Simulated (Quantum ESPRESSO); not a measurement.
## CdO$_{2}$: relaxation of cell and atoms (part 2 of 3)

The same run, continued: CdO$_{2}$ (P-3m1, 3 atoms in the cell); Kohn-Sham DFT of a periodic cell, PBEsol, GBRV 1.5 PBEsol, no spin polarisation (Quantum ESPRESSO 7.5); cutoff 707.5 eV, 9×9×7 k-mesh, fermi-dirac of 0.05 eV. The structure derives from a Materials Project entry.

Geometry of the input (Å; fractional positions):
```
3.4762  0.0000  0.0000
-1.7381  3.0105  0.0000
0.0000  0.0000  4.1481
Cd 0.0000  0.0000  0.0000
O  0.3333  0.6667  0.2442
O  0.6667  0.3333  0.7558
```

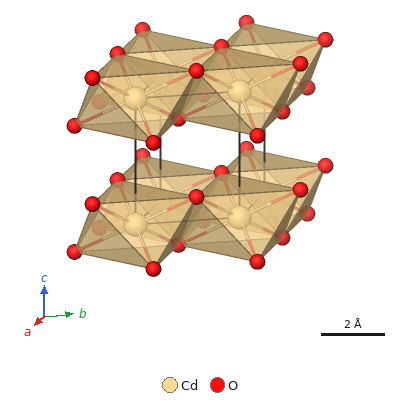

**Figure 1.** The structure as given in the input (polyhedral view of the cell of the calculation, seen slightly off an axis; polyhedra are completed across the faces of the cell). An atom can appear more than once, as a periodic image.

## What the program printed, continued
```
   -11.9596 -11.1838  -2.3205  -2.2452  -1.8329  -1.6012  -1.5462   2.1306
     3.1078   3.4535   4.1122   4.4178   4.9210  10.0265  13.1317  16.6521
    18.4108  19.3315  21.6865

          k = 0.1353 0.2344 0.4374 (  1871 PWs)   bands (ev):

   -11.8197 -11.3314  -2.3196  -2.2659  -1.7789  -1.6104  -1.5431   2.0845
     3.1080   3.6338   3.9236   4.3386   4.9033  10.6310  12.3274  16.9258
    18.4829  19.4965  22.0345

          k = 0.1353 0.3906 0.0000 (  1853 PWs)   bands (ev):

   -11.9132 -11.1353  -2.1757  -1.9692  -1.7872  -1.5797  -1.5171   1.7035
     2.7940   2.8689   3.9577   4.6300   4.8717  10.4614  15.0543  15.3731
    18.3632  18.7918  20.3060

          k = 0.1353 0.3906 0.1458 (  1857 PWs)   bands (ev):

   -11.8846 -11.1592  -2.1852  -2.0322  -1.7354  -1.6100  -1.5036   1.6497
     2.7912   3.1367   4.0714   4.2830   4.8894  10.5537  14.7554  15.3736
    17.9030  19.3336  20.8664

          k = 0.1353 0.3906 0.2916 (  1859 PWs)   bands (ev):

   -11.7940 -11.2443  -2.1912  -2.0870  -1.7147  -1.6141  -1.4909   1.6211
     2.8237   3.3339   3.9807   4.1161   4.9106  10.8495  13.7705  15.7219
    17.9444  19.3752  21.5307

          k = 0.1353 0.3906 0.4374 (  1862 PWs)   bands (ev):

   -11.6770 -11.3592  -2.1930  -2.1017  -1.7282  -1.5971  -1.4791   1.6402
     2.7397   3.3144   3.9629   4.1678   4.9163  11.2629  12.8900  16.0886
    18.1072  19.1763  21.6452

          k = 0.1353 0.5469 0.0000 (  1842 PWs)   bands (ev):

   -11.6813 -11.2837  -2.0789  -1.9928  -1.6282  -1.4475  -1.3553   1.2661
     2.5408   2.7554   3.4612   4.5843   4.8782  11.5059  14.2798  16.4816
    17.8587  18.4958  19.8898

          k = 0.1353 0.5469 0.1458 (  1851 PWs)   bands (ev):

   -11.6774 -11.2782  -2.0914  -2.0390  -1.5966  -1.4716  -1.3606   1.2711
     2.5348   2.8122   3.6509   4.3533   4.9047  11.5089  14.3967  15.8177
    17.3925  19.4925  20.4299

          k = 0.1353 0.5469 0.2916 (  1855 PWs)   bands (ev):

   -11.6324 -11.3079  -2.1087  -2.0992  -1.5408  -1.4884  -1.3636   1.3112
     2.4322   2.7190   3.8742   4.3002   4.9228  11.6425  14.0150  15.3335
    17.6139  19.2435  21.3258

          k = 0.1353 0.5469 0.4374 (  1855 PWs)   bands (ev):

   -11.5602 -11.3706  -2.1418  -2.1056  -1.5359  -1.4406  -1.3703   1.3925
     2.0878   2.8104   3.8199   4.5387   4.9042  11.8942  13.2495  15.6215
    17.7939  18.8848  21.2369

          k = 0.1353 0.7031 0.0000 (  1848 PWs)   bands (ev):

   -11.5261 -11.4027  -2.0505  -2.0384  -1.5737  -1.3861  -1.2382   1.1172
     2.5542   2.5860   3.2850   4.5221   4.9024  11.9800  13.9251  17.1030
    17.5628  18.3651  19.6938

          k = 0.1353 0.7031 0.1458 (  1847 PWs)   bands (ev):

   -11.5204 -11.4006  -2.0799  -2.0444  -1.5464  -1.3882  -1.2324   1.1449
     2.3537   2.5540   3.4574   4.5430   4.9261  12.0051  13.9714  16.1740
    17.2412  19.5275  20.2048

          k = 0.1353 0.7031 0.2916 (  1845 PWs)   bands (ev):

   -11.5073 -11.3962  -2.1326  -2.0716  -1.4835  -1.3928  -1.2169   1.2197
     1.9795   2.5478   3.7245   4.5297   4.9981  12.0903  13.7820  15.3870
    17.5376  19.1034  21.2165

          k = 0.1353 0.7031 0.4374 (  1852 PWs)   bands (ev):

   -11.4965 -11.3930  -2.1727  -2.0965  -1.4306  -1.3988  -1.2006   1.3553
     1.6155   2.6511   3.7417   4.6926   4.9507  12.2247  13.2723  15.5094
    17.7006  18.7415  21.0450

          k = 0.2706 0.4687 0.0000 (  1835 PWs)   bands (ev):

   -11.7161 -11.2535  -2.0572  -1.8610  -1.7300  -1.4619  -1.4592   1.1834
     2.6024   2.8653   3.9826   4.2431   4.6826  11.4091  14.6979  16.2992
    17.4467  18.4904  20.5197

          k = 0.2706 0.4687 0.1458 (  1848 PWs)   bands (ev):

   -11.6917 -11.2724  -2.0619  -1.8865  -1.7157  -1.4902  -1.4291   1.2438
     2.3785   3.0475   3.8038   4.2566   4.8426  11.4651  14.8571  15.6048
    17.0469  19.4954  20.6565

          k = 0.2706 0.4687 0.2916 (  1864 PWs)   bands (ev):

   -11.6255 -11.3261  -2.0713  -1.9374  -1.6960  -1.5020  -1.4078   1.3745
     2.2118   2.9720   3.6663   4.3292   5.0458  11.6460  14.3032  15.2875
    17.2703  19.2948  21.0687

          k = 0.2706 0.4687 0.4374 (  1853 PWs)   bands (ev):

   -11.5414 -11.4003  -2.0762  -1.9777  -1.6877  -1.4993  -1.3977   1.4586
     2.2203   2.8116   3.4735   4.5600   5.0943  11.9195  13.3968  15.7255
    17.5376  18.8172  20.6929

          k = 0.2706 0.6250 0.0000 (  1842 PWs)   bands (ev):

   -11.5413 -11.3703  -1.9708  -1.8930  -1.5985  -1.4501  -1.3718   0.8479
     2.7115   2.9077   3.5605   4.2851   4.4539  12.0344  14.5887  16.3777
    17.6246  18.2629  20.4267

          k = 0.2706 0.6250 0.1458 (  1842 PWs)   bands (ev):

   -11.5379 -11.3664  -1.9730  -1.9216  -1.5713  -1.4672  -1.3590   0.9266
     2.5254   2.7768   3.6625   4.1877   4.7077  12.0679  14.7242  16.0932
    16.5090  19.8463  20.3468

          k = 0.2706 0.6250 0.2916 (  1850 PWs)   bands (ev):

   -11.5136 -11.3753  -1.9834  -1.9646  -1.5354  -1.4653  -1.3447   1.1262
     2.2902   2.4551   3.4350   4.5376   4.9741  12.2036  14.5090  15.3128
    16.8393  19.1719  20.5015

          k = 0.2706 0.6250 0.4374 (  1849 PWs)   bands (ev):

   -11.4772 -11.3998  -2.0048  -1.9799  -1.5327  -1.4295  -1.3397   1.3385
     2.0318   2.3528   3.1560   4.8712   5.0856  12.4146  13.7270  15.6596
    17.1665  18.5087  19.9766

          k = 0.4059 0.7031 0.0000 (  1830 PWs)   bands (ev):

   -11.4444 -11.4444  -1.8644  -1.8644  -1.5358  -1.4754  -1.4754   0.6704
     3.0009   3.0009   3.5155   4.1529   4.1529  12.2020  15.4100  15.4100
    17.9091  18.1597  21.1273

          k = 0.4059 0.7031 0.1458 (  1842 PWs)   bands (ev):

   -11.4411 -11.4411  -1.8737  -1.8737  -1.5191  -1.4697  -1.4697   0.7626
     2.7703   2.7703   3.3851   4.4080   4.4080  12.2598  15.5329  15.5329
    16.1898  20.2627  20.5518

          k = 0.4059 0.7031 0.2916 (  1866 PWs)   bands (ev):

   -11.4338 -11.4338  -1.8932  -1.8932  -1.4828  -1.4586  -1.4586   1.0166
     2.4196   2.4196   3.0458   4.8137   4.8137  12.4285  14.8167  15.8606
    15.8606  19.6365  19.6365

          k = 0.4059 0.7031 0.4374 (  1848 PWs)   bands (ev):

   -11.4279 -11.4279  -1.9074  -1.9074  -1.4541  -1.4509  -1.4509   1.3119
     2.2086   2.2086   2.6828   5.0694   5.0694  12.6559  13.9860  16.2127
    16.2127  18.9612  18.9612

          k = 0.0000 0.1562-0.1458 (  1869 PWs)   bands (ev):

   -12.2008 -10.9844  -2.4203  -2.3840  -2.0204  -1.5456  -1.5323   2.5131
     3.3895   3.5126   4.3304   4.7755   4.8994   8.7781  13.2770  17.4256
    18.3785  19.2475  22.0782

          k = 0.0000 0.1562-0.2916 (  1857 PWs)   bands (ev):

   -12.0671 -11.1391  -2.4140  -2.3974  -1.9068  -1.5549  -1.5421   2.5316
     3.2826   3.4608   4.2101   4.5952   4.9727   9.4807  12.6725  17.6031
    18.3936  19.6039  21.9407

          k = 0.0000 0.1562-0.4374 (  1871 PWs)   bands (ev):

   -11.9161 -11.3063  -2.4150  -2.4016  -1.8183  -1.5636  -1.5475   2.5284
     3.2131   3.4905   3.9341   4.6806   4.9501  10.2362  11.9236  17.7463
    18.4821  20.0726  22.2035

          k = 0.0000 0.3125-0.1458 (  1874 PWs)   bands (ev):

   -12.0191 -11.0944  -2.2698  -2.1058  -1.8912  -1.5943  -1.5438   2.2132
     2.7601   3.1541   3.8369   4.9465   4.9950   9.8103  14.1135  15.9838
    18.7411  18.7867  20.9403

          k = 0.0000 0.3125-0.2916 (  1868 PWs)   bands (ev):

   -11.9001 -11.2189  -2.2706  -2.1521  -1.8199  -1.5888  -1.5532   2.1480
     2.7672   3.1924   3.8828   4.7870   4.9712  10.2781  13.2856  16.2873
    18.7017  18.8353  21.5771

          k = 0.0000 0.3125-0.4374 (  1873 PWs)   bands (ev):

   -11.7690 -11.3519  -2.2825  -2.1962  -1.7777  -1.5795  -1.5551   1.9978
     2.9392   3.3185   4.0251   4.5159   4.8428  10.8220  12.4563  16.5897
    18.7722  18.9668  22.3467

          k = 0.0000 0.4687-0.1458 (  1861 PWs)   bands (ev):

   -11.7765 -11.2420  -2.1413  -2.0077  -1.6728  -1.4816  -1.4670   1.6801
     2.3852   2.7580   3.4604   4.9373   5.0592  10.9792  14.4120  15.4445
    18.1446  19.1047  20.4186

          k = 0.0000 0.4687-0.2916 (  1859 PWs)   bands (ev):

   -11.6802 -11.3296  -2.1573  -2.0530  -1.6404  -1.4858  -1.4552   1.7221
     2.1151   2.8765   3.6723   4.9290   4.9460  11.2346  13.6795  15.4367
    18.1501  19.0354  21.6034

          k = 0.0000 0.4687-0.4374 (  1854 PWs)   bands (ev):

   -11.5873 -11.4112  -2.1806  -2.1187  -1.6097  -1.4838  -1.4662   1.6352
     2.1441   3.0542   4.0105   4.6652   4.7623  11.5380  12.8926  15.7774
    18.1689  19.0637  22.4010

          k = 0.0000 0.6250-0.1458 (  1852 PWs)   bands (ev):

   -11.5543 -11.3908  -2.1026  -2.0991  -1.5561  -1.3715  -1.2094   1.3401
     2.2229   2.4972   3.3304   4.7799   5.0765  11.8359  13.7450  16.0622
    17.6871  19.3075  20.2168

          k = 0.0000 0.6250-0.2916 (  1852 PWs)   bands (ev):

   -11.4924 -11.4359  -2.1588  -2.1302  -1.4909  -1.3732  -1.1943   1.3319
     1.8358   2.6662   3.6540   4.8601   4.9071  11.9351  13.4925  15.3813
    17.8199  19.2490  21.5294

          k = 0.0000 0.6250-0.4374 (  1845 PWs)   bands (ev):

   -11.4913 -11.4211  -2.2175  -2.1558  -1.4361  -1.3728  -1.2036   1.4387
     1.5125   2.8473   4.0323   4.7220   4.7242  12.0469  13.0163  15.4988
    17.7921  19.2336  21.9339

          k =-0.1353 0.3906-0.1458 (  1857 PWs)   bands (ev):

   -11.8711 -11.1776  -2.1710  -1.9580  -1.8020  -1.5655  -1.5184   1.7628
     2.5231   3.0593   3.7510   4.7372   4.9637  10.5832  14.7263  15.3585
    17.9204  19.2456  20.7471

          k =-0.1353 0.3906-0.2916 (  1859 PWs)   bands (ev):

   -11.7700 -11.2744  -2.1769  -2.0124  -1.7702  -1.5761  -1.4975   1.7748
     2.4348   3.1644   3.7965   4.5199   5.0609  10.9007  13.7326  15.6969
    17.9403  19.2542  21.5346

          k =-0.1353 0.3906-0.4374 (  1862 PWs)   bands (ev):

   -11.6572 -11.3816  -2.1880  -2.0708  -1.7450  -1.5868  -1.4795   1.7082
     2.5457   3.2253   3.9935   4.2586   4.9929  11.2998  12.8619  16.0757
    18.0976  19.1264  21.7421

          k =-0.1353 0.5469-0.1458 (  1851 PWs)   bands (ev):

   -11.6411 -11.3206  -2.0888  -1.9878  -1.6210  -1.4312  -1.3449   1.3189
     2.2385   2.8092   3.4354   4.7372   4.9312  11.5947  14.2618  15.8200
    17.4508  19.3693  20.3842

          k =-0.1353 0.5469-0.2916 (  1855 PWs)   bands (ev):

   -11.5666 -11.3814  -2.1186  -2.0242  -1.5894  -1.4153  -1.3440   1.4344
     1.9285   2.7725   3.6808   4.5853   5.0837  11.7587  13.8708  15.3280
    17.6295  19.1436  21.4192

          k =-0.1353 0.5469-0.4374 (  1855 PWs)   bands (ev):

   -11.4996 -11.4346  -2.1451  -2.0739  -1.5579  -1.4009  -1.3668   1.5018
     1.8225   2.8135   3.8083   4.5509   5.0220  11.9606  13.1909  15.5965
    17.7958  18.8530  21.2929

          k =-0.2706 0.6250-0.1458 (  1842 PWs)   bands (ev):

   -11.5212 -11.3842  -1.9880  -1.8919  -1.5947  -1.4311  -1.3682   0.9271
     2.4144   2.8834   3.5121   4.3501   4.6863  12.0907  14.6737  16.1184
    16.5132  19.7808  20.3695

          k =-0.2706 0.6250-0.2916 (  1850 PWs)   bands (ev):

   -11.4832 -11.4071  -2.0128  -1.9184  -1.5712  -1.4134  -1.3535   1.1415
     2.0813   2.6100   3.4020   4.5527   5.0127  12.2341  14.4460  15.3397
    16.8390  19.1578  20.5087

          k =-0.2706 0.6250-0.4374 (  1849 PWs)   bands (ev):

   -11.4417 -11.4360  -2.0225  -1.9551  -1.5479  -1.4063  -1.3437   1.3692
     1.8947   2.4428   3.1508   4.8458   5.1241  12.4312  13.7109  15.6535
    17.1665  18.5102  19.9767

     the Fermi energy is     4.7603 ev

!    total energy              =    -178.62657071 Ry
     estimated scf accuracy    <          3.3E-10 Ry
     smearing contrib. (-TS)   =      -0.00292629 Ry
     internal energy E=F+TS    =    -178.62364442 Ry

     The total energy is F=E-TS. E is the sum of the following terms:
     one-electron contribution =     -48.08653107 Ry
     hartree contribution      =      42.29718547 Ry
     xc contribution           =     -52.94370811 Ry
     ewald contribution        =    -119.89059071 Ry

     convergence has been achieved in  10 iterations

     negative rho (up, down):  2.111E-02 0.000E+00

     Forces acting on atoms (cartesian axes, Ry/au):

     atom    1 type  1   force =     0.00000000    0.00000000    0.00000000
     atom    2 type  2   force =     0.00000000   -0.00000000   -0.01060968
     atom    3 type  2   force =    -0.00000000   -0.00000000    0.01060968

     Total force =     0.015004     Total SCF correction =     0.000005

     Computing stress (Cartesian axis) and pressure

     negative rho (up, down):  2.111E-02 0.000E+00
          total   stress  (Ry/bohr**3)                   (kbar)     P=     -107.89
  -0.00077101  -0.00000000   0.00000000         -113.42       -0.00        0.00
  -0.00000000  -0.00077101   0.00000000           -0.00     -113.42        0.00
   0.00000000   0.00000000  -0.00065832            0.00        0.00      -96.84

     BFGS Geometry Optimization
     Energy error            =      1.3E-02 Ry
     Gradient error          =      1.1E-02 Ry/Bohr
     Cell gradient error     =      1.1E+02 kbar

     number of scf cycles    =   1
     number of bfgs steps    =   0

     enthalpy           new  =    -178.6265707112 Ry

     new trust radius        =       0.0659823957 bohr
     new conv_thr            =       0.0000000006 Ry

     new unit-cell volume =    277.12640 a.u.^3 (    41.06590 Ang^3 )
     density =      5.83944 g/cm^3

CELL_PARAMETERS (alat=  8.00000000)
   0.805312451  -0.000000000   0.000000000
  -0.402656226   0.697421041   0.000000000
   0.000000000   0.000000000   0.963714702

ATOMIC_POSITIONS (crystal)
Cd               0.0000000000        0.0000000000        0.0000000000
O                0.3333333333        0.6666666667        0.2428655049
O                0.6666666667        0.3333333333        0.7571344951

     NEW-OLD atomic charge density approx. for the potential
     New effective cutoffs (rho, wfc):  430.04   54.06

     negative rho (up, down):  2.076E-02 0.000E+00

     Self-consistent Calculation

[... 99 further cycles ...]
     iteration #  2     ecut=    52.00 Ry     beta= 0.50
     Davidson diagonalization with overlap
     ethr =  1.03E-03,  avg # of iterations =  2.0

     negative rho (up, down):  2.085E-02 0.000E+00

     total energy              =    -178.62357119 Ry
     estimated scf accuracy    <       0.16766068 Ry

     iteration #  3     ecut=    52.00 Ry     beta= 0.50
     Davidson diagonalization with overlap
     ethr =  6.99E-04,  avg # of iterations =  1.2

     negative rho (up, down):  2.109E-02 0.000E+00

     total energy              =    -178.64712968 Ry
     estimated scf accuracy    <       0.00356664 Ry

     iteration #  4     ecut=    52.00 Ry     beta= 0.50
     Davidson diagonalization with overlap
     ethr =  1.49E-05,  avg # of iterations =  2.1

     negative rho (up, down):  2.112E-02 0.000E+00

     total energy              =    -178.64792494 Ry
     estimated scf accuracy    <       0.00058186 Ry

     iteration #  5     ecut=    52.00 Ry     beta= 0.50
     Davidson diagonalization with overlap
     ethr =  2.42E-06,  avg # of iterations =  1.6

     negative rho (up, down):  2.111E-02 0.000E+00

     total energy              =    -178.64795051 Ry
     estimated scf accuracy    <       0.00004151 Ry

     iteration #  6     ecut=    52.00 Ry     beta= 0.50
     Davidson diagonalization with overlap
     ethr =  1.73E-07,  avg # of iterations =  2.0

     negative rho (up, down):  2.111E-02 0.000E+00

     total energy              =    -178.64796256 Ry
     estimated scf accuracy    <       0.00000343 Ry

     iteration #  7     ecut=    52.00 Ry     beta= 0.50
     Davidson diagonalization with overlap
     ethr =  1.43E-08,  avg # of iterations =  2.8

     negative rho (up, down):  2.111E-02 0.000E+00

     total energy              =    -178.64796304 Ry
     estimated scf accuracy    <       0.00000023 Ry

     iteration #  8     ecut=    52.00 Ry     beta= 0.50
     Davidson diagonalization with overlap
     ethr =  9.73E-10,  avg # of iterations =  4.0

     negative rho (up, down):  2.111E-02 0.000E+00

     total energy              =    -178.64796319 Ry
     estimated scf accuracy    <          2.0E-09 Ry

     iteration #  9     ecut=    52.00 Ry     beta= 0.50
     Davidson diagonalization with overlap
     ethr =  8.22E-12,  avg # of iterations =  4.0

     negative rho (up, down):  2.111E-02 0.000E+00

     total energy              =    -178.64796320 Ry
     estimated scf accuracy    <          3.3E-10 Ry

     iteration # 10     ecut=    52.00 Ry     beta= 0.50
     Davidson diagonalization with overlap
     ethr =  1.39E-12,  avg # of iterations =  2.0

     negative rho (up, down):  2.111E-02 0.000E+00

     total energy              =    -178.64796320 Ry
     estimated scf accuracy    <          1.1E-11 Ry

     iteration # 11     ecut=    52.00 Ry     beta= 0.50
     Davidson diagonalization with overlap
     ethr =  1.00E-13,  avg # of iterations =  4.3

     negative rho (up, down):  2.111E-02 0.000E+00

     End of self-consistent calculation

          k = 0.0000 0.0000 0.0000 (  1521 PWs)   bands (ev):

   -10.2321  -7.7554   0.1859   0.1859   0.4027   1.4500   1.4500   5.4267
     6.8226   6.8226   7.5084   7.5084   7.9495  11.3978  16.9093  21.9016
    21.9016  24.6316  29.0922

          k =-0.0000-0.0000 0.1682 (  1503 PWs)   bands (ev):

   -10.1240  -7.8957   0.2010   0.2010   0.5239   1.4318   1.4318   5.3948
     6.6032   6.6032   7.4920   7.7555   7.7555  11.9256  16.9111  21.9362
    21.9362  24.2953  28.0500

          k =-0.0000-0.0000 0.3364 (  1504 PWs)   bands (ev):

    -9.8152  -8.2758   0.2339   0.2339   0.8173   1.3936   1.3936   5.3607
     6.2965   6.2965   6.6231   8.1230   8.1230  13.0430  16.5698  22.0634
    22.0634  24.2747  26.5841

          k =-0.0000-0.0000 0.5046 (  1492 PWs)   bands (ev):

    -9.3548  -8.7922   0.2591   0.2591   1.0823   1.3669   1.3669   5.4649
     5.8794   6.1121   6.1121   8.3549   8.3549  14.3028  15.6300  22.2425
    22.2425  25.0728  25.6179

          k = 0.0000 0.1620-0.0000 (  1509 PWs)   bands (ev):

   -10.1371  -7.8417   0.2659   0.3483   0.4897   1.4120   1.4329   5.3758
     6.1365   6.4612   7.2456   7.7715   8.2230  11.9883  17.3115  20.9177
    22.1316  25.0276  27.1433

          k = 0.0000 0.1620 0.1682 (  1498 PWs)   bands (ev):

   -10.0359  -7.9618   0.2517   0.2991   0.6592   1.3782   1.4244   5.2278
     5.9433   6.7940   7.4319   7.6519   7.8524  12.4051  17.2611  20.8637
    22.3632  24.3437  27.3465

          k = 0.0000 0.1620 0.3364 (  1504 PWs)   bands (ev):

    -9.7448  -8.2999   0.2674   0.2980   0.9093   1.3335   1.3885   5.0297
     5.9075   6.6188   7.0260   7.6551   8.0841  13.3284  16.8039  21.0988
    22.5537  23.8324  26.1255

          k = 0.0000 0.1620 0.5046 (  1492 PWs)   bands (ev):
```
